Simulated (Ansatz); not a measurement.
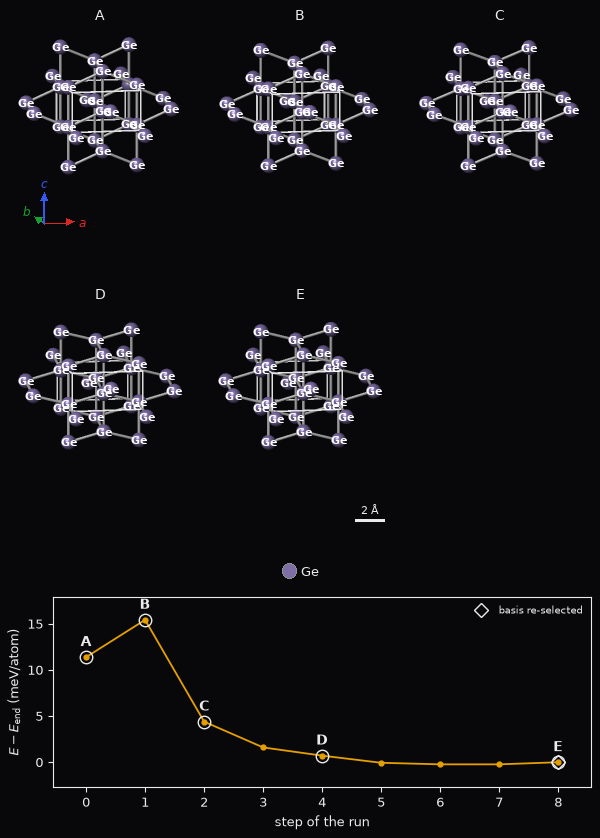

Frames of a relaxation of crystalline Ge (set up in Imma), marked on the history of the run. A ball-and-stick model of the conventional cell (2 times the calculation's cell), seen slightly off an axis. Lengths and directions refer to the drawn axes.

The run lets cell and atoms move.

Computed with Kohn-Sham DFT of a periodic cell, PBEsol, Ansatz PAW (Ansatz).

The input:
```yaml
crystal:
  lattice:
    - [-2.495898, 2.650863, 1.436947]
    - [2.495898, -2.650863, 1.436947]
    - [2.495898, 2.650863, -1.436947]
  atoms:
    - { symbol: Ge, position: [0.314057, 0.064057, 0.25] }
    - { symbol: Ge, position: [0.685943, 0.935943, 0.75] }
hamiltonian:
  xc: pbesol
  pseudopotentials: { kind: paw }
kpoints:
  mp_grid: { grid: [11, 11, 11] }
scf:
  occupations: { method: fermi_dirac, width: 0.05 }
output:
  forces: true
  stress: true
  eigenvalues: true
relax:
  f_tol: 0.01
  max_steps: 40
  cell: { stress_tol: 0.05, p_target: 2.0 }
```

Launched with:
```bash
ansatz run input.yaml --threads 2 --pin off --max-ram 5632MiB --backend cpu --events-out ev --progress --plain --runs-dir out
```

Q: What happens along the run?

A: The largest moves relative to the cell, 0.17 Å, are those of Ge atoms. The drawn cell changes as follows: a 4.992 → 5.099 Å (+2.1 %), b 5.302 → 5.097 Å (−3.9 %), c 2.874 → 2.761 Å (−3.9 %); the volume changes by −5.6 %. Among the contacts that change: Ge–Ge 2.874 → 2.761 Å, Ge–Ge 2.715 → 2.641 Å, Ge–Ge 2.676 → 2.641 Å. Among the angles between lasting bonds that change: Ge–Ge–Ge 133.6° → 149.8°, Ge–Ge–Ge 164.2° → 149.6°, Ge–Ge–Ge 113.2° → 105.1°. The space group (tolerance 0.01 Å) goes from Imma (No. 74) to I4_1/amd (No. 141). Over 7 accepted moves (8 points after the start) the energy falls by 11.4 meV per atom. With the target pressure of 2 GPa, the enthalpy E + pV changes by −24.8 meV per atom. The largest force component goes from 0.059 to 0.00024 eV/Å. The pressure goes from −2.49 to 1.99 GPa. At 1 point the geometry stayed and the basis and grid were re-selected for the new cell (energy shift of 0.2 meV per atom at most each time). From step 0 to 1: volume −8.1 %, energy +4.0 meV per atom. From step 1 to 2: Ge atoms move most (0.02 Å), volume +2.8 %, energy −11.0 meV per atom. From step 2 to 4: Ge atoms move most (0.14 Å), volume −0.3 %, energy −3.7 meV per atom. From step 4 to 8: volume +0.2 %, energy −0.7 meV per atom.

```csv
step,"E − E(0), meV/atom","largest force component, eV/Å","pressure, GPa","volume, Å³/atom",note
0,0.00,0.0589,-2.49,19.014,
1,4.04,0.0600,4.47,17.480,
2,-6.99,0.0591,1.93,17.963,
3,-9.79,0.0484,1.88,17.960,
4,-10.68,0.0205,2.15,17.913,
5,-11.45,0.0217,1.96,17.949,
6,-11.62,0.0012,1.99,17.942,
7,-11.62,0.0002,1.99,17.942,
8,-11.39,0.0002,1.99,17.942,"same geometry, new basis"
```
